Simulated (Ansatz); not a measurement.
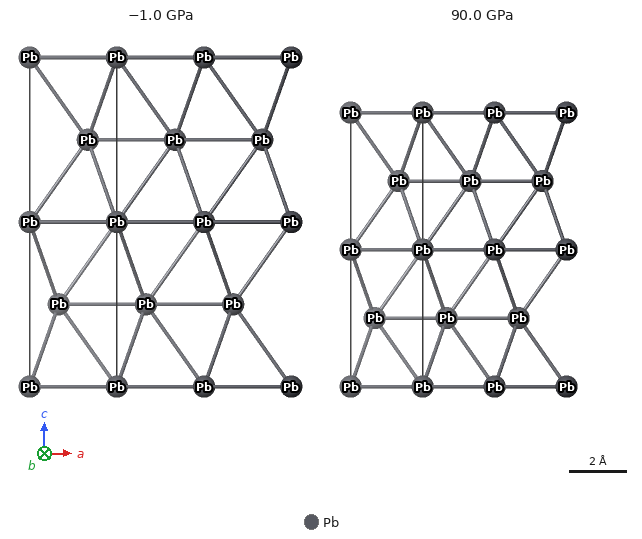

Solid Pb (set up in P6_3/mmc), relaxed (cell and atoms) at several target pressures. The picture shows the first and the last member. A ball-and-stick model of the cell of the calculation, repeated 3 × 1 × 1 with one cell outlined, seen along the b axis.

Computed with Ansatz 0.2.0: DFT r2SCAN, scalar-relativistic, plane waves, PAW. Set-up: plane-wave cutoff 500 eV; k-point mesh 12 × 12 × 4 at −1.0 to 25.0, 18 × 18 × 4 at 50.0 and 90.0 GPa; occupations gaussian; smearing width 0.1 eV; no spin polarisation; cell and atoms relaxed; force threshold 0.008 eV/Å.

```json
{"pressure (GPa)": "−1.0", "volume (Å³/atom)": "31.882", "a (Å)": "3.558", "c (Å)": "11.629"}
{"pressure (GPa)": "0.0", "volume (Å³/atom)": "31.087", "a (Å)": "3.529", "c (Å)": "11.532"}
{"pressure (GPa)": "1.0", "volume (Å³/atom)": "30.430", "a (Å)": "3.503", "c (Å)": "11.453"}
{"pressure (GPa)": "4.0", "volume (Å³/atom)": "28.848", "a (Å)": "3.441", "c (Å)": "11.254"}
{"pressure (GPa)": "12.0", "volume (Å³/atom)": "26.060", "a (Å)": "3.327", "c (Å)": "10.873"}
{"pressure (GPa)": "25.0", "volume (Å³/atom)": "?", "a (Å)": "?", "c (Å)": "?"}
{"pressure (GPa)": "50.0", "volume (Å³/atom)": "20.540", "a (Å)": "3.066", "c (Å)": "10.094"}
{"pressure (GPa)": "90.0", "volume (Å³/atom)": "18.072", "a (Å)": "2.936", "c (Å)": "9.682"}
```

> Estimate the missing row from the others, and compare with the calculation.

Murnaghan's form V = V₀(1 + B′P/B₀)^(−1/B′), with V₀ = 31.087 Å³ from the row at zero pressure, fits the other rows with B₀ = 46.3 GPa and B′ = 4.03 (largest miss 0.085 Å³). At 25.0 GPa it gives 31.087 × (1 + 4.03 × 25.0/46.3)^(−1/4.03) = 23.337 Å³ per atom. The calculation gives 23.410 Å³/atom (a = 3.212 Å, c = 10.482 Å). The estimate is 0.073 Å³/atom too low. From the first member to the last: Pb–Pb 3.558 → 2.936 Å, Pb–Pb 3.560 → 2.955 Å.

The whole series:

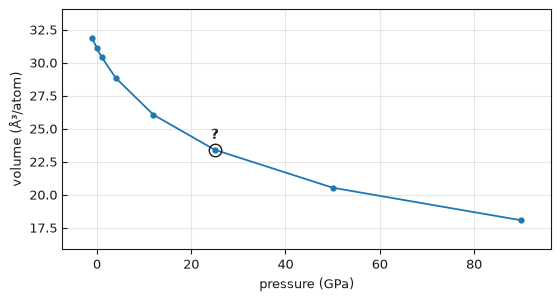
